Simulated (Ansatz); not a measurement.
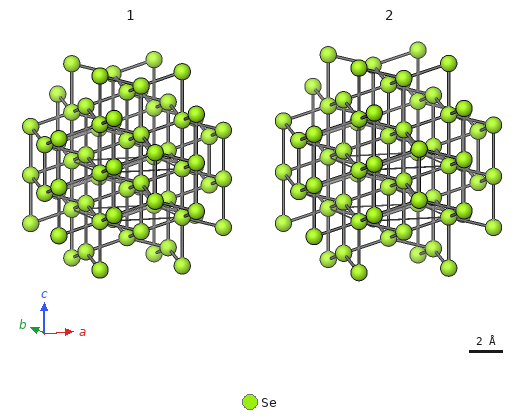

Two geometries of a crystal of Se (built on the beta-tin_141 type) (coarse preliminary run), drawn at one scale. One is the start of a relaxation, the other its converged end. A ball-and-stick model of the conventional cell (2 times the calculation's cell), repeated 1 × 1 × 2 with one cell outlined, seen slightly off an axis. Lengths and directions refer to the drawn axes.

The calculation used DFT PBEsol, scalar-relativistic, plane waves, PAW (Ansatz 0.2.0). (plane-wave cutoff 420 eV; k-point mesh 6 × 6 × 6; occupations gaussian; smearing width 0.1 eV; no spin polarisation; cell and atoms relaxed; force threshold 0.04 eV/Å; at most 70 steps)

### Which geometry has the lower energy?

Structure 1 is the relaxed one. Case: beta-tin type (I4_1/amd, No. 141). After 3 accepted moves (4 points after the start) the energy has fallen by 240 meV per atom. All forces vanish by symmetry, so only the cell relaxes. The pressure goes from −10.81 to −0.05 GPa. At 1 point the geometry stayed and the basis and grid were re-selected for the new cell (energy shift of 0.5 meV per atom at most each time). The atoms keep their places relative to the cell (all moves are under 0.005 Å). The volume changes by −20.3 %, with a = b 5.834 → 5.348 Å (−8.3 %), c 3.182 → 3.018 Å (−5.2 %). Some distances before and after: Se–Se 3.023 → 2.779 Å, Se–Se 3.182 → 3.018 Å. The space group stays I4_1/amd (No. 141). The run took roughly 4 core-seconds on a shared host.
